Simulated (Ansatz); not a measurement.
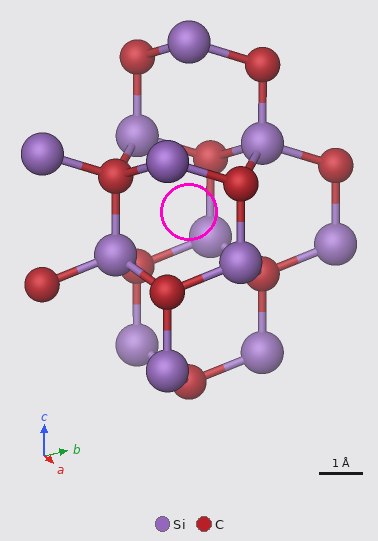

Perfect SiC. The picture is a ball-and-stick view of the atoms within 4.6 Å of one point, in a slice 4.2 Å thick across the line of sight, seen slightly off an axis.

All numbers below come from DFT, PBEsol, PAW, plane waves in Ansatz. Settings: plane-wave cutoff 420 eV; k-point mesh 1 × 1 × 1; mesh shifted by (0.25, 0.25, 0.25); collinear spin. Fermi-Dirac smearing of 0.01 eV. The axes drawn are those of the host's conventional cell.

An extra silicon atom is put between the host's atoms (an interstitial) at the ringed place, in charge state 0. The supercell has 96 sites, and the atoms are relaxed at the host's cell.

Q: Predict the relaxed surroundings of the defect.

A: The Si atom starts with 6 C at 2.01 to 2.38 Å, 6 Si at 2.01 to 2.37 Å around its place and ends with 3 C at 1.84 to 1.88 Å. Of the host's atoms, a silicon atom moves furthest from its site, by 0.25 Å. The Si atom itself moves 0.41 Å from where it was put. The cell ends without a net magnetic moment.

The relaxed defect, seen from the same direction:

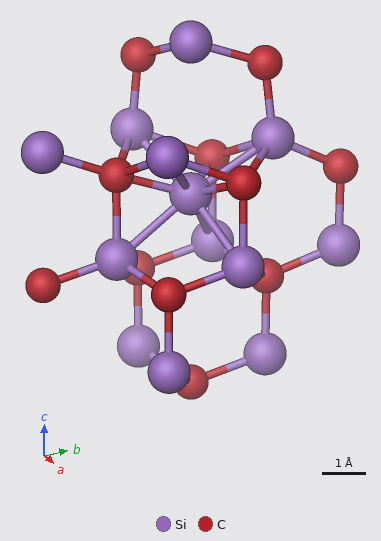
